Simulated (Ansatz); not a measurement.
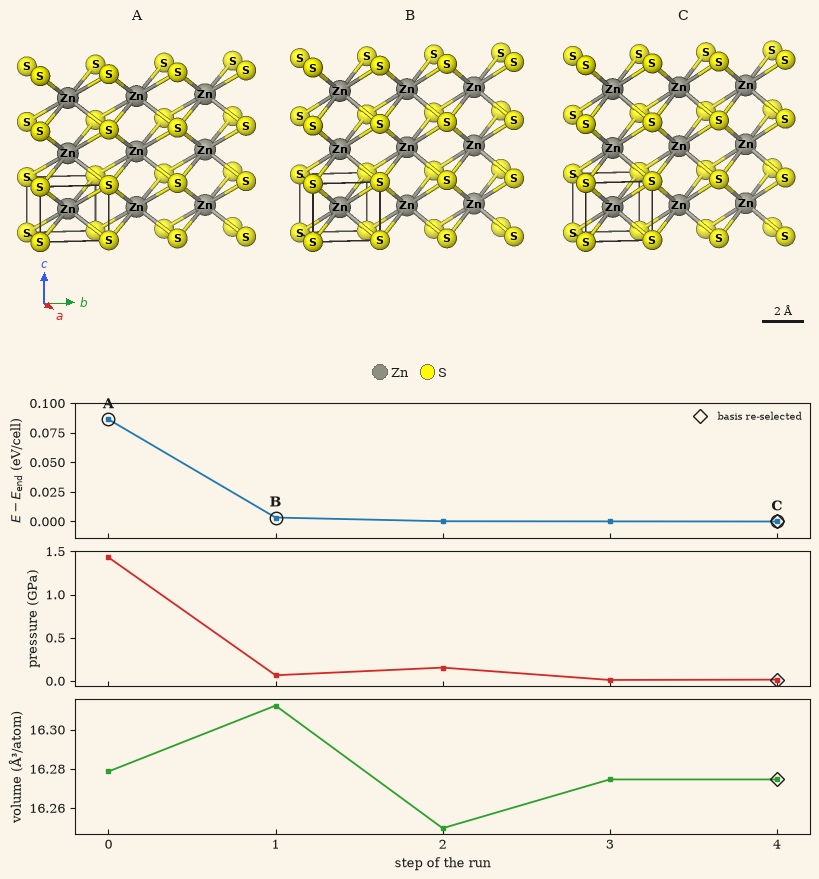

Frames of a relaxation of a crystal of ZnS (a generated structure, set up in P4/mmm) (coarse preliminary run), marked on the history of the run. Style: ball-and-stick. Shown: the cell of the calculation, repeated 1 × 3 × 3 with one cell outlined, slightly off an axis.

Method: DFT PBE, scalar-relativistic, plane waves, PAW in Ansatz.

Input file:
```yaml
crystal:
  lattice:
    - [3.4394742721, 0.0, 0.0]
    - [0.0, 3.4394742721, 0.0]
    - [0.0, 0.0, 2.7521041143]
  atoms:
    - { symbol: Zn, position: [0.5, 0.5, 0.5] }
    - { symbol: S, position: [0.0, 0.0, 0.0] }
basis:
  ecutwfc: 420
kpoints:
  mp_grid: { grid: [6, 6, 6] }
hamiltonian:
  xc: pbe
scf:
  occupations: { method: gaussian, width: 0.1 }
  lower_state_search: "off"
output:
  forces: true
  stress: true
  eigenvalues: true
relax:
  adjacent_minimum: "off"
  f_tol: 0.04
  max_steps: 70
  cell: { stress_tol: 0.4 }
```

Run as
```bash
ansatz run input.yaml --threads 1 --pin off --max-ram 2560MiB --backend cpu --events-out ev --progress --plain --runs-dir out
```

> Describe the path.

Over 3 accepted moves (4 points after the start) the energy falls by 86.4 meV per cell of the calculation. All forces vanish by symmetry, so only the cell relaxes. Pressure: 1.43 GPa at the start and 0.02 GPa at the end. The SCF was repeated once at an unchanged geometry on a basis and grid sized afresh for the cell, which shifted the energy by 0.1 meV per cell of the calculation at most. The atoms keep their places relative to the cell (all moves are under 0.005 Å). The drawn cell changes at constant volume: a = b 3.439 → 3.335 Å (−3.0 %), c 2.752 → 2.926 Å (+6.3 %). Among the contacts that change: Zn1–S2 2.794 → 2.775 Å. The space group stays P4/mmm (No. 123). From step 0 to 1: volume +0.2 %, energy −83.0 meV per cell of the calculation. From step 1 to 4: volume −0.2 %, energy −3.3 meV per cell of the calculation.

```csv
step,"E − E(0), meV/atom","pressure, GPa","volume, Å³/atom",note
0,0.00,1.43,16.279,
1,-41.51,0.07,16.312,
2,-43.08,0.15,16.250,
3,-43.14,0.01,16.275,
4,-43.19,0.02,16.275,"same geometry, new basis"
```

Limits of the set-up: the k-point mesh is coarse for a cell with partly filled bands.
